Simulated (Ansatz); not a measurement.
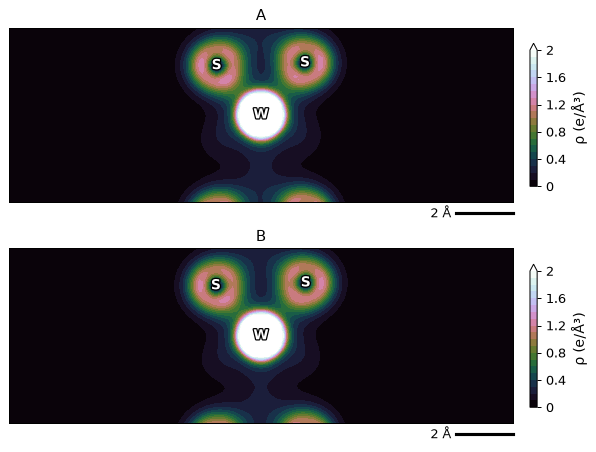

WS₂. The valence pseudo-density of two cells that differ in size, on the (110) plane of each (indices in the axes of the calculation cell), at one length scale and on one colour scale: B has 47.7 Å³ an atom and A 45.4.

Theory: DFT PBEsol+D3(BJ), scalar-relativistic, plane waves, PAW (Ansatz 0.2.0).

In a PAW calculation such maps are meaningful between the atoms, not at the nuclei.

The larger cell:

```xyz
3
Lattice="3.1237 0.0000 0.0000 -1.5619 2.7052 0.0000 0.0000 0.0000 16.9363" Properties=species:S:1:pos:R:3 pbc="T T T"
W     0.0000    1.8035    0.0000
S     1.5049    0.9017   15.3636
S     1.6188    0.9017    1.5727
```

The smaller cell: a = 3.072 Å, b = 3.072 Å, c = 16.653 Å, α = 90.00°, β = 90.00°, γ = 120.00°.

Question: What does the compression do to the bonding and the properties?

Answer: From the larger cell to the smaller, W–S goes from 2.36 to 2.32 Å, and the density at its midpoint from 0.69 to 0.74 e/Å³; the pressure goes from 0.1 to 3.6 GPa; the Kohn–Sham gap goes from 2.0 eV to 2.1 eV.
